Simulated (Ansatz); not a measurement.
**A series of single points on Ti**

System: Ti (Im-3m, 1 atom in the cell).
Method: DFT, BLYP, plane waves (420 eV) with PAW, scalar-relativistic, no spin polarisation (Ansatz 0.2.0).

The 5 runs differ only in the geometry, by an even scaling of the cell at fixed fractional positions.

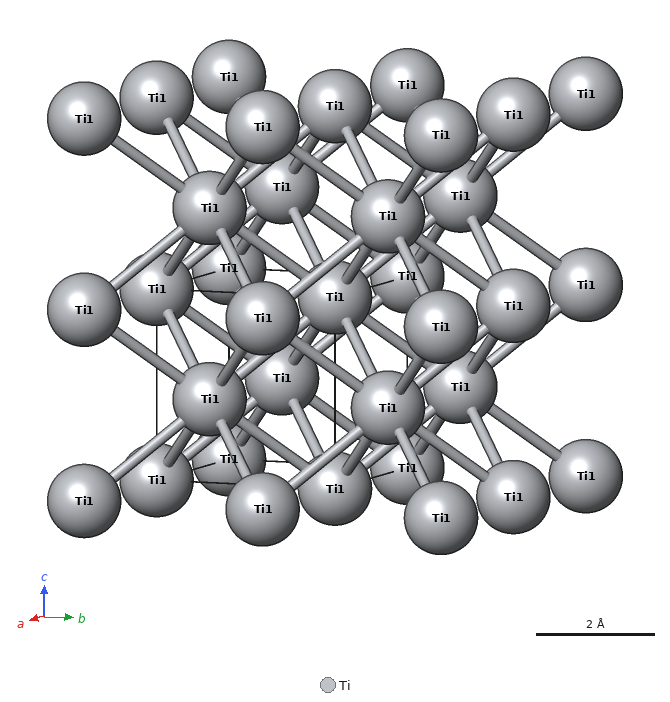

Figure 1. The structure of run 3 (ball-and-stick view of the cell 2 times as large as that of the calculation, set on its symmetry axes, repeated 2 × 2 × 2, seen slightly off an axis; atoms are numbered from 1 in the order of the input).

## Input of run 3
```yaml
crystal:
  lattice:
    - [-1.6418477001, 1.6418477001, 1.6418477001]
    - [1.6418477001, -1.6418477001, 1.6418477001]
    - [1.6418477001, 1.6418477001, -1.6418477001]
  atoms:
    - { symbol: Ti, position: [0.0, 0.0, 0.0] }
hamiltonian:
  xc: blyp
  pseudopotentials:
    kind: paw
    azcp:
      Ti: "pseudopotentials/Ti.paw.azcp"
basis:
  ecutwfc: 420
  fft_grid_basis: typed
kpoints:
  mp_grid: { grid: [15, 15, 15], shift: [0, 0, 0] }
magnetization:
  spin_polarized: false
scf:
  occupations: { method: fermi_dirac, width: 0.1 }
  lower_state_search: "off"
output:
  stress: true
```

Command:
```bash
ansatz run input.yaml --threads 2 --pin off --max-ram 5120MiB --backend cpu --events-out ev --progress --plain --runs-dir out
```

Lattice vectors (Å) and fractional positions of run 3:
```
  -1.641848    1.641848    1.641848
   1.641848   -1.641848    1.641848
   1.641848    1.641848   -1.641848
Ti  0.000000  0.000000  0.000000
```

Run 4 differs from it as follows:
```diff
-    - [-1.6418477001, 1.6418477001, 1.6418477001]
-    - [1.6418477001, -1.6418477001, 1.6418477001]
-    - [1.6418477001, 1.6418477001, -1.6418477001]
+    - [-1.663453437, 1.663453437, 1.663453437]
+    - [1.663453437, -1.663453437, 1.663453437]
+    - [1.663453437, 1.663453437, -1.663453437]
```

## Results, with one run withheld

```csv
run,volume per atom (Å³),"free energy per atom, from the lowest run given (meV)",pressure (GPa)
1,16.287,39.55,9.55
2,16.995,9.24,4.33
3,17.703,0.00,−0.02
4,18.412,?,?
5,19.828,66.25,−9.13
```

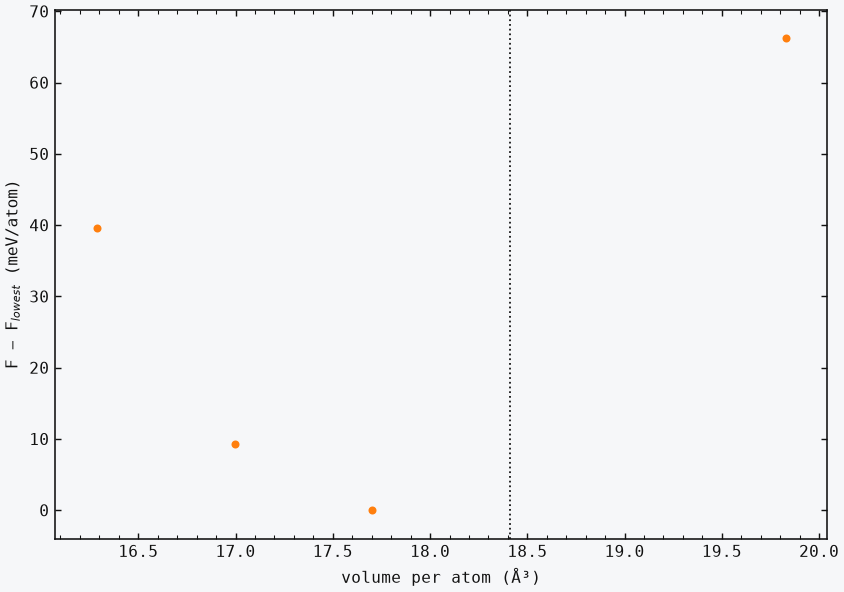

Figure 2. Free energy per atom of the runs given; the dotted line marks run 4.

What should run 4 give?

A quadratic polynomial in V^(−2/3) (the Birch–Murnaghan form), fitted to the 4 runs given, misses them by at most 0.13 meV per atom. With x = V^(−2/3) − 0.14766 Å⁻², it reads F = 0.16204 + 414.46 x + 5.6814e+05 x² (meV per atom). At run 4 it gives 8.63 meV per atom, and the run itself gives 8.31. The slope of the fit gives a pressure −dF/dV of −3.67 GPa there, and the run prints −3.63 GPa. The fit has its minimum at 17.690 Å³ per atom, where V d²F/dV² gives 99.2 GPa: the bulk modulus at this level, since symmetry fixes the shape and the positions.

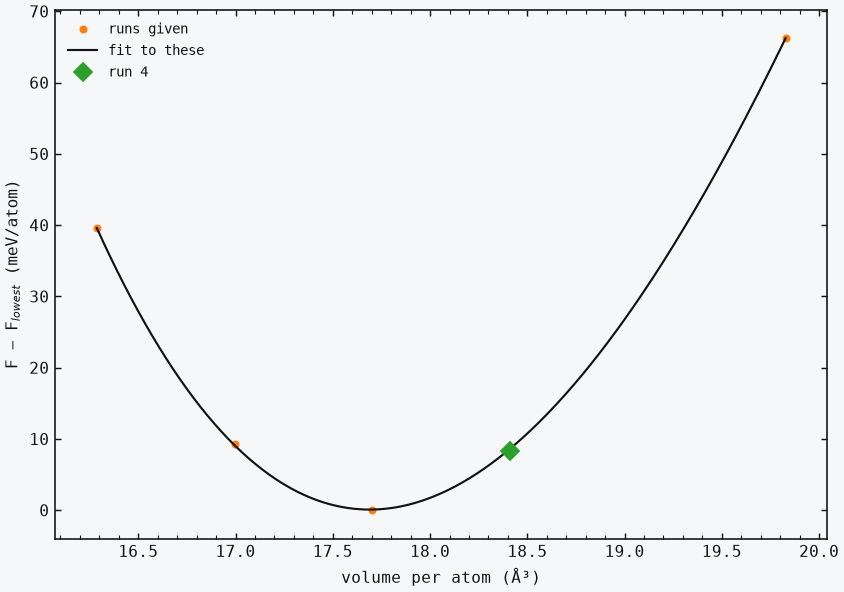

Figure 3. The fit and the withheld run.

## Output, shortened to warnings, some set-up lines, iterations and results (run 4)
```
Basis set: ecut = 420 eV, 369 PW (Γ), exchange–correlation on 40×40×40 points (8 copies of the dense FFT grid, shifted against one another)
Symmetry: 48 space group operations
k-points: 120 of 3375
Initial density: superposition of atomic densities (neutral atoms: chi_scale 0, normalization atom), corrected by the library's trained network
[...]
SCF iter   1: F=—  HF=-2505.833484 eV  |F-HF|=—  |Δ(HF+E_count)|=         —  Δρ=1.67e-2  dr2=6.02e-2  ethr=1.77e-3  ⟨swp⟩=4.7  Hψ=6504  notcnv=0
SCF iter   2: F=—  HF=-2505.820115 eV  |F-HF|=—  |Δ(HF+E_count)|=   1.34e-2  Δρ=7.82e-3  dr2=7.70e-3  ethr=5.02e-4  ⟨swp⟩=3.0  Hψ=3165  notcnv=0
SCF iter   3: F=—  HF=-2505.817447 eV  |F-HF|=—  |Δ(HF+E_count)|=   2.67e-3  Δρ=1.90e-3  dr2=4.00e-4  ethr=6.42e-5  ⟨swp⟩=2.9  Hψ=2378  notcnv=0
SCF iter   4: F=—  HF=-2505.817574 eV  |F-HF|=—  |Δ(HF+E_count)|=   1.28e-4  Δρ=1.76e-4  dr2=4.09e-6  ethr=3.33e-6  ⟨swp⟩=2.5  Hψ=1724  notcnv=0
SCF iter   5: F=—  HF=-2505.817578 eV  |F-HF|=—  |Δ(HF+E_count)|=   3.57e-6  Δρ=3.05e-5  dr2=1.19e-7  ethr=3.41e-8  ⟨swp⟩=2.5  Hψ=1904  notcnv=0
SCF iter   6: F=-2505.817578 eV  HF=-2505.817578 eV  |F-HF|=8.80e-10  |Δ(HF+E_count)|=   6.78e-9  Δρ=2.00e-6  dr2=3.48e-10  ethr=8.33e-10  ⟨swp⟩=3.9  Hψ=3433  notcnv=0
SCF 1 converged in 6 iterations: F = -2505.817578 eV  dr2 = 3.48e-10
SCF converged after 6 iterations
Free energy (F): -2505.817578 eV
Harris-Foulkes:  -2505.817578 eV  (|F-HF|=8.80e-10)
Internal energy: -2505.734365 eV  (E = F + TS)
E sigma→0 (E₀):  -2505.775972 eV
Entropy (-TS):   -0.083213 eV (-83.213 meV/atom)
Fermi energy:    12.705781 eV
--- Per-component energies (eV) ---
  E_band       = -162.070335
  E_kinetic    = 271.869342
  E_local      = -848.945272  (includes V_loc(G=0)·N_el)
  E_nonlocal   = 8.799412
  E_hartree    = 347.806137
  E_xc         = -95.038389
  E_vxc        = -118.846483  (∫ρ·V_xc dr)
  E_paw        = -1056.136848  (= ΣΔE_a)
  E_vpaw       = -170.560235  (= ΣTr[D̂ρ^β])
  E_aug_tail   = 0.000110  (compensation charges beyond the density's cutoff)
  E_ewald      = -1134.105790
  E_core_change = 0.016934  (= ΣΔE_core)
  E_smearing   = -0.083213  (= −TS)
  E_closure    = 0.000000  (closes the sum)
  Σ components = -2505.817578   (vs F -2505.817578, Δ=0.00e0)
--- Stress (GPa, compression-positive) ---
       -3.633143       0.000000      -0.000000
       -0.000000      -3.633143       0.000000
        0.000000       0.000000      -3.633143
  P = ⅓ Tr σ = -3.6331 GPa (-36.331 kbar)
```
